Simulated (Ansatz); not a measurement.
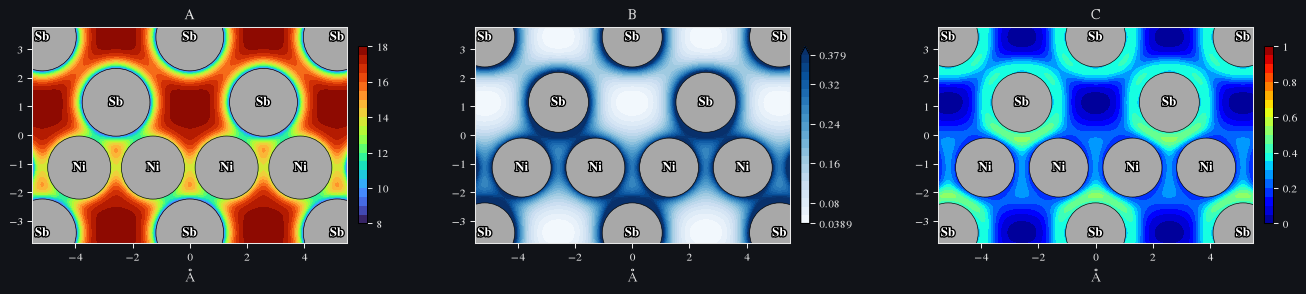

NiSb: 3 fields on the (110) plane of the conventional cell, with unlabelled colour scales. Grey discs cover the atomic cores.

Space group P6₃/mmc; the program warned that a starting moment wasn't kept; spin-polarised, but the moments vanished.

The calculation used Ansatz, Kohn-Sham DFT of a periodic cell, PBE, Ansatz PAW.

```yaml
crystal:
  lattice:
    - [3.95401, 0.00000, 0.00000]
    - [-1.97701, 3.42428, 0.00000]
    - [0.00000, 0.00000, 5.15391]
  atoms:
    - { symbol: Sb, position: [0.66667, 0.33333, 0.75000] }
    - { symbol: Sb, position: [0.33333, 0.66667, 0.25000] }
    - { symbol: Ni, position: [0.00000, 0.00000, 0.50000] }
    - { symbol: Ni, position: [0.00000, 0.00000, 0.00000] }
```

**Which field does each panel show? The fields are: electron localisation function, electrostatic potential energy of an electron and valence pseudo-density.**

Panel A: electrostatic potential energy of an electron (low next to the atoms, rising into the space between them). Panel B: valence pseudo-density. Panel C: electron localisation function. From the grid: Ni–Ni (2.58 Å): ρ at the midpoint is about 0.29 e/Å³; the ELF is about 0.25 at the midpoint; no localised pair shows between them. Ni–Sb (2.62 Å): ρ at the midpoint is about 0.37 e/Å³; the ELF is about 0.45 at the midpoint.
